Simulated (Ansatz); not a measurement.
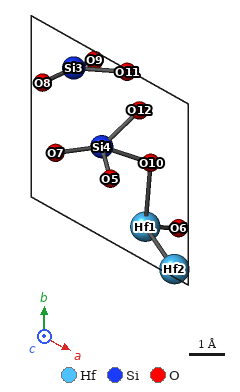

This is the input geometry for a relaxation of solid HfSiO4 (set up in P1). The picture is a ball-and-stick view of the cell of the calculation, reduced to other axes, seen along the c axis. Lengths and directions refer to the drawn axes.

Case: all atoms moved at random, sigma 0.4 Å for each component, cell strained at random, sigma 0.03; relaxed back.

The calculation used DFT PBE, scalar-relativistic, plane waves, PAW (Ansatz 0.2.0).

The input:
```yaml
crystal:
  lattice:
    - [-3.2290899203, 3.1943379072, 3.1343548597]
    - [3.1165546928, -3.2373538102, 3.0575414862]
    - [3.4279057568, 3.4361696467, -3.1818840417]
  atoms:
    - { symbol: Hf, position: [0.6920168221, 0.2297275138, 0.5024851753] }
    - { symbol: Hf, position: [0.1167322136, -0.0163123242, 0.0712033354] }
    - { symbol: Si, position: [0.2853082107, 0.7132040807, 0.4417034051] }
    - { symbol: Si, position: [0.5582488194, 0.5121821467, 0.062438296] }
    - { symbol: O, position: [0.2398371459, 0.3988480209, 0.8939376955] }
    - { symbol: O, position: [0.0098258154, 0.6648752852, 0.7254832165] }
    - { symbol: O, position: [0.377392269, 0.2143373811, 0.0588549484] }
    - { symbol: O, position: [0.0108506104, 0.417699927, 0.3446651208] }
    - { symbol: O, position: [0.6021669874, 1.0547043103, 0.650791507] }
    - { symbol: O, position: [0.6584904449, 0.8610332703, 0.1001987707] }
    - { symbol: O, position: [0.3243590043, 0.9479901325, 0.3364166561] }
    - { symbol: O, position: [0.6247716569, 0.5017102558, 0.811821873] }
basis:
  ecutwfc: 420
kpoints:
  mp_grid: { grid: [6, 6, 6] }
hamiltonian:
  xc: pbe
scf:
  occupations: { method: gaussian, width: 0.05 }
output:
  forces: true
  stress: true
  eigenvalues: true
  write_density: true
  write_potential: true
  elf: true
  volumetric_format: npy
relax:
  adjacent_minimum: "off"
  f_tol: 0.01
  max_steps: 80
```

Run as
```bash
ansatz run input.yaml --threads 2 --pin off --max-ram 5120MiB --backend cpu --events-out ev --progress --plain --runs-dir out
```

Where does the relaxation end?

After 7 accepted moves (8 points after the start) the energy has fallen by 2724 meV per atom. Largest force component: 32 eV/Å at the start, 0.0051 eV/Å at the end. 1 step only repeated the SCF at the same geometry. The atom that moves furthest is O9 (0.79 Å roughly along [−3 −1 −1]). By element the largest moves are O 0.79 Å, Hf 0.70 Å, Si 0.48 Å. The cell doesn't change. Near-neighbour distances that change, for instance: Hf2–O9 3.348 → 2.125 Å, Si3–O6 2.580 → 1.659 Å, Hf1–O9 1.532 → 2.363 Å, Hf1–Hf2 2.814 → 3.641 Å. New bonds form, among them: Hf1–O5 (2.73 → 2.12 Å), Hf2–O8 (2.75 → 2.09 Å), Hf2–O9 (3.35 → 2.12 Å), Si3–O6 (2.58 → 1.66 Å). Among the angles between lasting bonds that change: Hf2–O7–Si4 155.1° → 101.3°, O8–Si3–O9 161.3° → 117.4°, O7–Si4–O10 157.3° → 114.5°. The space group (tolerance 0.01 Å) goes from P1 (No. 1) to P-1 (No. 2). Cost: 13 min on 2 threads of Arm Neoverse V2, with other jobs on the host, peak memory 0.93 GiB.

The end point in the same view:

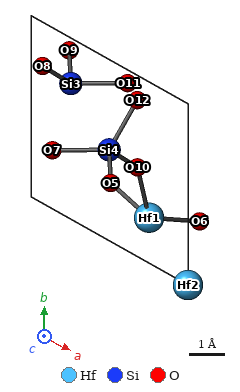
